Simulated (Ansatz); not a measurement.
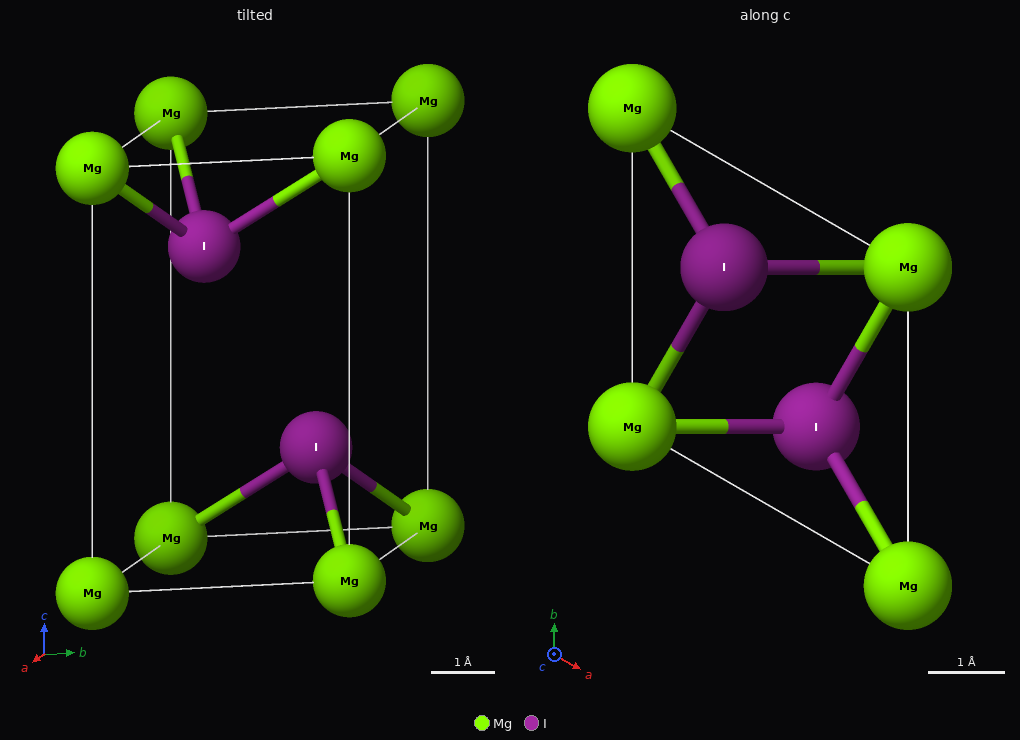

This ball-and-stick model is shown slightly off an axis and along the c axis. The parallelepiped is the conventional unit cell.

MgI2, cadmium iodide (CdI₂, 1T) type, space group P-3m1 (No. 164), a = 4.220 Å, b = 4.220 Å, c = 6.976 Å, α = 90.00°, β = 90.00°, γ = 120.00°. It derives from a structure type filled with these elements by a generator (whether the compound takes this form wasn't checked). The cell was then strained or its atoms displaced on purpose. A calculation with Ansatz used it as input.

This one geometry was computed with Ansatz (DFT, plane waves, PAW) at three levels of theory: HSE06, r2SCAN and PBE.

How does the band gap change with the level of theory?

Answer. PBE: a gap of 3.48 eV, indirect; r2SCAN: a gap of 4.10 eV, indirect; HSE06: a gap of 4.44 eV, indirect.

Collect the results in a table.

Answer.
| level | cutoff (eV) | k-mesh of the run's cell | gap (eV) | pressure (GPa) |
| --- | --- | --- | --- | --- |
| HSE06 | 420 | 6×6×4 | 4.44 | -0.3 |
| r2SCAN | 500 | 12×12×4 | 4.10 | -0.2 |
| PBE | 420 | 12×12×4 | 3.48 | 0.3 |

Gaps are taken on the k-mesh or band path of each run.
